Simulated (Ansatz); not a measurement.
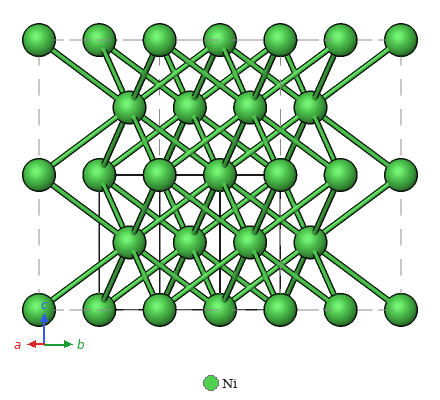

Ni (Im-3m, No. 229): the end point of a relaxation with DFT, BLYP, plane waves (420 eV) with PAW, scalar-relativistic in Ansatz; the starting structure was generated, so it need not be a known form of this composition.

```cif
data_structure
_symmetry_space_group_name_H-M 'Im-3m'
_symmetry_Int_Tables_number 229
_cell_length_a 2.8429
_cell_length_b 2.8429
_cell_length_c 2.8429
_cell_angle_alpha 90.000
_cell_angle_beta 90.000
_cell_angle_gamma 90.000
_cell_volume 22.98
loop_
_atom_site_label
_atom_site_type_symbol
_atom_site_symmetry_multiplicity
_atom_site_Wyckoff_symbol
_atom_site_fract_x
_atom_site_fract_y
_atom_site_fract_z
_atom_site_occupancy
Ni1 Ni 2 a 0.00000 0.00000 0.00000 1
```

What will a dark-field STEM-like image along [210] show? Simulation: incoherent imaging, intensity Z^1.6 per atom, probe width 0.91 Å, thin sample. Shot noise was added.

The columns repeat on a centred rectangular net of 1.27 × 2.84 Å (plane group c2mm). All columns are alike (Ni). The shortest distance between visible columns is 1.27 Å in projection. Along the beam the structure repeats every 6.36 Å.

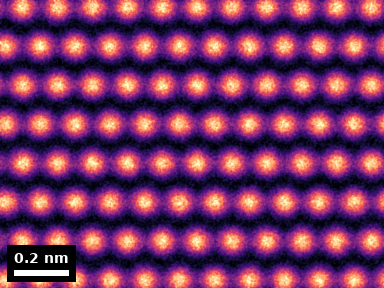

The simulated image.
